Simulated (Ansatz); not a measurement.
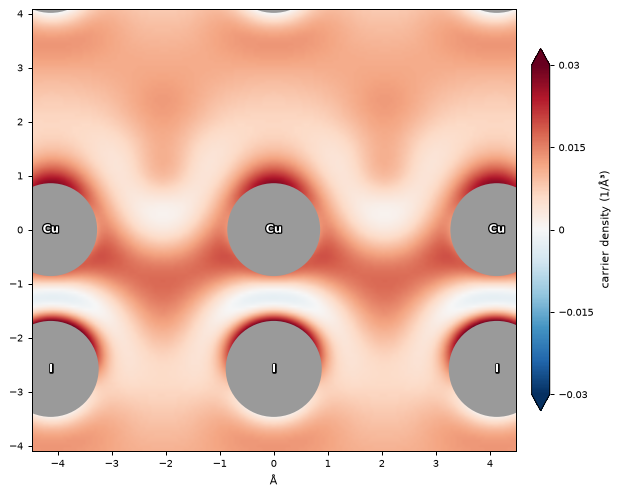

The picture shows: CuI. Where the extra electron sits when 0.5 electron is added to the 4-atom cell of the calculation (uniform compensating background, atoms fixed); the change of density for each carrier, counted positive where the carrier is: a map on the (100) plane of the conventional cell, with grey discs over the atomic cores. Cores are masked to 0.9 Å (Cu) and 0.9 Å (I).

Space group P-3m1. The cell comes from a database of computed structures, not from a measurement.

Level of theory: DFT PBE, scalar-relativistic, plane waves, PAW in Ansatz 0.2.0.

Core electrons are frozen (PAW), so the fields are smoothed inside the atomic spheres.

Question: Describe the change of density.

Answer: Summed over atomic cells sized by the Bader volumes, the added electron divides as I about 75 % and Cu about 25 %; these cells fill 25 % (Cu) and 75 % (I) of the volume, so no element is strongly preferred. Over the whole cell, outside the cores, it is densest at the edge of the masked cores of Cu and I. The counter-flow of charge adds up to under 0.1 e for each carrier. These are shares of the net change, screening included; the states that take the carrier can be more concentrated. This is very heavy doping, far beyond the dilute limit.
